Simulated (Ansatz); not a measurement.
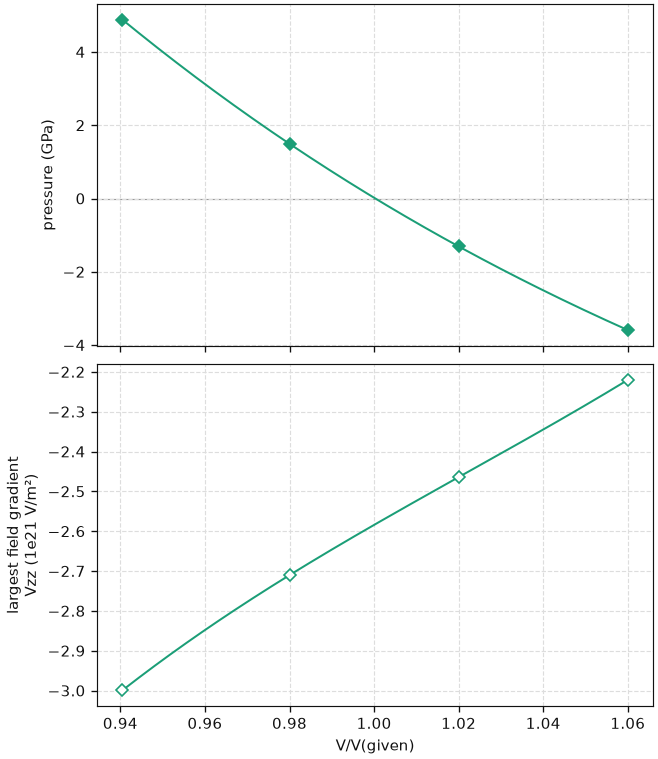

Caption: Pressure and largest field gradient Vzz against V/V(given) for ZrSe₂, space group P-3m1 (No. 164) (cell built by us, not taken from a database).

V(given) is 28.27 Å³/atom.

The pressure falls from 4.882 GPa at V/V(given) 0.941 to −3.590 GPa at 1.060, and changes sign near 1.001. The largest field gradient Vzz rises from −2.999 1e21 V/m² at V/V(given) 0.941 to −2.220 1e21 V/m² at 1.060.

How it was computed, with Ansatz 0.2.0: periodic Kohn-Sham DFT of a crystal at fixed atoms, scaled to the stated factor times the given cell; pressure positive in compression. Level: PBE.

- method: frozen-core PAW
- relativity: scalar
- k mesh: 11×11×6
- occupations: Fermi–Dirac
- smearing width: 0.08 eV
- wave cutoff: 420 eV
- PAW set: soft_2

Cell as given: a = 3.797 Å, b = 3.797 Å, c = 6.793 Å, α = 90.00°, β = 90.00°, γ = 120.00°; 3 atoms.

Limits of the calculation: small gap, it may come from the mesh; shape and atomic fractions are frozen while scaling, which makes layered, chain and framework solids too stiff.
